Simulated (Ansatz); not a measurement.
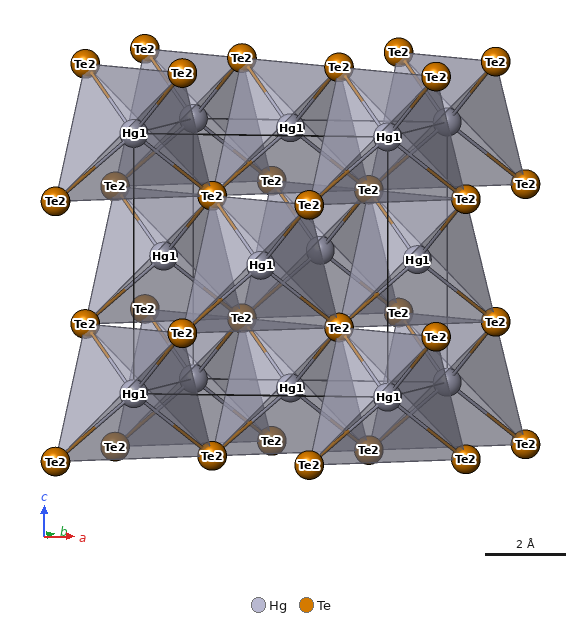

Fig. 1: The structure (polyhedral view of the cell 4 times as large as that of the calculation, set on its symmetry axes, seen at an oblique angle; polyhedra are completed across the faces of the cell; atoms are numbered from 1 in the order of the input). An atom can appear more than once, as a periodic image.

**From HgTe to HgS**

System: HgTe (2 atoms in the cell).
Method of the first run: DFT PBEsol, scalar-relativistic, plane waves, PAW, no spin polarisation (Ansatz 0.2.0).
System of the second run: HgS (F-43m, 2 atoms in the cell).

On the first run: The structure derives from a Materials Project entry. On the second run: The structure was made by swapping elements on the sites of another compound; it need not be a known phase. It belongs to a series of runs on one base structure; here: Te -> S on all its sites, cell and atoms relaxed. Text and figures count atoms from 1; the logs count them from 0 in places.

The input, the first run:
```yaml
crystal:
  lattice:
    - [0.0, 3.2899842045, 3.2899842045]
    - [3.2899842045, 0.0, 3.2899842045]
    - [3.2899842045, 3.2899842045, 0.0]
  atoms:
    - { symbol: Hg, position: [0.0, 0.0, 0.0] }
    - { symbol: Te, position: [0.25, 0.25, 0.25] }
basis:
  ecutwfc: 420
kpoints:
  mp_grid: { grid: [6, 6, 6] }
hamiltonian:
  xc: pbesol
scf:
  occupations: { method: gaussian, width: 0.1 }
output:
  forces: true
  stress: true
  eigenvalues: true
```

Command:
```bash
ansatz run input.yaml --threads 2 --pin off --max-ram 5120MiB --backend cpu --events-out ev --progress --plain --runs-dir out
```

Hardware: 2 threads of Arm Neoverse V1, 24 GiB of memory available, shared host.

Output, shortened to warnings, some set-up lines, iterations and results (the first run):
```
Basis set: ecut = 420 eV, 1411 PW (Γ), exchange–correlation on 64×64×64 points (8 copies of the dense FFT grid, shifted against one another)
Symmetry: 24 space group operations
k-points: 16 of 216 (time reversal used)
Initial density: superposition of atomic densities (neutral atoms: chi_scale 0, normalization atom), corrected by the library's trained network
[...]
SCF iter   1: F=—  HF=-20569.796341 eV  |F-HF|=—  |Δ(HF+E_count)|=         —  Δρ=2.48e-3  dr2=6.88e-3  ethr=1.77e-3  ⟨swp⟩=5.9  Hψ=1629  notcnv=0
SCF iter   2: F=—  HF=-20569.794513 eV  |F-HF|=—  |Δ(HF+E_count)|=   1.83e-3  Δρ=7.45e-4  dr2=2.58e-4  ethr=1.91e-5  ⟨swp⟩=2.4  Hψ=730  notcnv=0
SCF iter   3: F=—  HF=-20569.794752 eV  |F-HF|=—  |Δ(HF+E_count)|=   2.39e-4  Δρ=3.80e-4  dr2=6.38e-5  ethr=7.18e-7  ⟨swp⟩=2.0  Hψ=481  notcnv=0
SCF iter   4: F=—  HF=-20569.794831 eV  |F-HF|=—  |Δ(HF+E_count)|=   7.92e-5  Δρ=1.47e-4  dr2=1.68e-5  ethr=1.77e-7  ⟨swp⟩=2.0  Hψ=496  notcnv=0
SCF iter   5: F=—  HF=-20569.794838 eV  |F-HF|=—  |Δ(HF+E_count)|=   7.30e-6  Δρ=1.85e-5  dr2=1.38e-7  ethr=4.67e-8  ⟨swp⟩=2.0  Hψ=484  notcnv=0
SCF iter   6: F=-20569.794839 eV  HF=-20569.794839 eV  |F-HF|=3.56e-9  |Δ(HF+E_count)|=   4.41e-7  Δρ=2.47e-6  dr2=5.05e-9  ethr=2.78e-10  ⟨swp⟩=6.9  Hψ=1536  notcnv=0
SCF 1 converged in 6 iterations: F = -20569.794839 eV  dr2 = 5.05e-9
SCF converged after 6 iterations
Free energy (F): -20569.794839 eV
Harris-Foulkes:  -20569.794839 eV  (|F-HF|=3.56e-9)
Internal energy: -20569.794124 eV  (E = F + TS)
E sigma→0 (E₀):  -20569.794481 eV
Entropy (-TS):   -0.000715 eV (-0.358 meV/atom)
Fermi energy:    7.784411 eV
--- Per-component energies (eV) ---
  E_band       = -798.710145
  E_kinetic    = 783.470031
  E_local      = -4923.851795  (includes V_loc(G=0)·N_el)
  E_nonlocal   = -231.485528
  E_hartree    = 2380.717546
  E_xc         = -341.429704
  E_vxc        = -364.702837  (∫ρ·V_xc dr)
  E_paw        = -14385.329282  (= ΣΔE_a)
  E_vpaw       = -823.580428  (= ΣTr[D̂ρ^β])
  E_aug_tail   = 0.000668  (compensation charges beyond the density's cutoff)
  E_ewald      = -3852.589527
  E_core_change = 0.703466  (= ΣΔE_core)
  E_smearing   = -0.000715  (= −TS)
  E_closure    = -0.000000  (closes the sum)
  Σ components = -20569.794839   (vs F -20569.794839, Δ=0.00e0)
--- Forces (eV/Å), atoms counted from 1 ---
  atom   1  Hg     0.00000000    -0.00000000    -0.00000000
  atom   2  Te    -0.00000000     0.00000000     0.00000000
  max |Σ_I F_I| component: 1.02e-16 eV/Å
--- Stress (GPa, compression-positive) ---
       -1.189479       0.000000      -0.000000
        0.000000      -1.189479       0.000000
       -0.000000       0.000000      -1.189479
  P = ⅓ Tr σ = -1.1895 GPa (-11.895 kbar)
```

For the second run the input was changed thus:
```diff
-    - [0.0, 3.2899842045, 3.2899842045]
-    - [3.2899842045, 0.0, 3.2899842045]
-    - [3.2899842045, 3.2899842045, 0.0]
+    - [0.0, 2.9841583994, 2.9841583994]
+    - [2.9841583994, 0.0, 2.9841583994]
+    - [2.9841583994, 2.9841583994, 0.0]
-    - { symbol: Te, position: [0.25, 0.25, 0.25] }
+    - { symbol: S, position: [0.25, 0.25, 0.25] }
```

What does this change do to the results?

The total energies belong to different systems, so their difference says nothing on which is more stable or more accurate. The pressure goes from −1.19 to −2.48 GPa. The volume per atom goes from 35.61 to 26.57 Å³. The number of SCF iterations is the same. The plane waves at Γ go from 1411 to 1037.

Output, shortened to warnings, some set-up lines, iterations and results (the second run):
```
Basis set: ecut = 420 eV, 1037 PW (Γ), exchange–correlation on 60×60×60 points (8 copies of the dense FFT grid, shifted against one another)
Symmetry: 24 space group operations
k-points: 16 of 216 (time reversal used)
Initial density: superposition of atomic densities (neutral atoms: chi_scale 0, normalization atom), corrected by the library's trained network
[...]
SCF iter   1: F=—  HF=-14553.257452 eV  |F-HF|=—  |Δ(HF+E_count)|=         —  Δρ=4.63e-3  dr2=1.88e-2  ethr=1.77e-3  ⟨swp⟩=5.2  Hψ=1330  notcnv=0
SCF iter   2: F=—  HF=-14553.252561 eV  |F-HF|=—  |Δ(HF+E_count)|=   4.89e-3  Δρ=1.37e-3  dr2=1.16e-3  ethr=7.22e-5  ⟨swp⟩=2.0  Hψ=533  notcnv=0
SCF iter   3: F=—  HF=-14553.252295 eV  |F-HF|=—  |Δ(HF+E_count)|=   2.66e-4  Δρ=5.99e-4  dr2=1.16e-4  ethr=4.46e-6  ⟨swp⟩=2.2  Hψ=392  notcnv=0
SCF iter   4: F=—  HF=-14553.252302 eV  |F-HF|=—  |Δ(HF+E_count)|=   7.57e-6  Δρ=2.51e-4  dr2=1.76e-5  ethr=4.44e-7  ⟨swp⟩=2.8  Hψ=439  notcnv=0
SCF iter   5: F=—  HF=-14553.252325 eV  |F-HF|=—  |Δ(HF+E_count)|=   2.22e-5  Δρ=2.36e-5  dr2=1.59e-7  ethr=6.75e-8  ⟨swp⟩=2.4  Hψ=369  notcnv=0
SCF iter   6: F=-14553.252325 eV  HF=-14553.252325 eV  |F-HF|=6.64e-9  |Δ(HF+E_count)|=   2.55e-7  Δρ=2.96e-6  dr2=2.44e-9  ethr=3.85e-10  ⟨swp⟩=5.2  Hψ=1187  notcnv=0
SCF 1 converged in 6 iterations: F = -14553.252325 eV  dr2 = 2.44e-9
SCF converged after 6 iterations
Free energy (F): -14553.252325 eV
Harris-Foulkes:  -14553.252325 eV  (|F-HF|=6.64e-9)
Internal energy: -14553.251607 eV  (E = F + TS)
E sigma→0 (E₀):  -14553.251966 eV
Entropy (-TS):   -0.000718 eV (-0.359 meV/atom)
Fermi energy:    7.304240 eV
--- Per-component energies (eV) ---
  E_band       = -514.797539
  E_kinetic    = 707.471635
  E_local      = -3516.982624  (includes V_loc(G=0)·N_el)
  E_nonlocal   = 105.687724
  E_hartree    = 1491.521997
  E_xc         = -313.307662
  E_vxc        = -346.754099  (∫ρ·V_xc dr)
  E_paw        = -10384.381624  (= ΣΔE_a)
  E_vpaw       = -447.265322  (= ΣTr[D̂ρ^β])
  E_aug_tail   = 0.000895  (compensation charges beyond the density's cutoff)
  E_ewald      = -2643.652549
  E_core_change = 0.390601  (= ΣΔE_core)
  E_smearing   = -0.000718  (= −TS)
  E_closure    = -0.000000  (closes the sum)
  Σ components = -14553.252325   (vs F -14553.252325, Δ=0.00e0)
--- Forces (eV/Å), atoms counted from 1 ---
  atom   1  Hg     0.00000000     0.00000000    -0.00000000
  atom   2  S     -0.00000000     0.00000000     0.00000000
  max |Σ_I F_I| component: 2.31e-16 eV/Å
--- Stress (GPa, compression-positive) ---
       -2.481689       0.000000      -0.000000
       -0.000000      -2.481689       0.000000
       -0.000000       0.000000      -2.481689
  P = ⅓ Tr σ = -2.4817 GPa (-24.817 kbar)
```

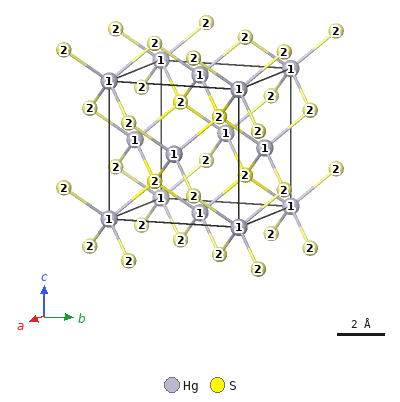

Fig. 2: The input structure of the second run (ball-and-stick view of the cell 4 times as large as that of the calculation, set on its symmetry axes, seen slightly off an axis; neighbours outside the cell are drawn fainter; atoms are numbered from 1 in the order of the input). An atom can appear more than once, as a periodic image.

The two runs side by side:

| quantity | the first run | the second run |
| --- | --- | --- |
| outcome | converged | converged |
| free energy per atom (eV) | −10284.8974 | −7276.6262 |
| gap on the mesh (eV) | 0.00 | 0.00 |
| pressure (GPa) | −1.19 | −2.48 |
| volume per atom (Å³) | 35.61 | 26.57 |
| largest force (eV/Å) | 0.000 | 0.000 |
| SCF iterations | 6 | 6 |
| irreducible k-points | 16 | 16 |
| plane waves at Γ | 1411 | 1037 |
| wall time (shared host) | 1.5 s | 0.9 s |

For both runs: Spin–orbit coupling is left out, which matters for Hg.
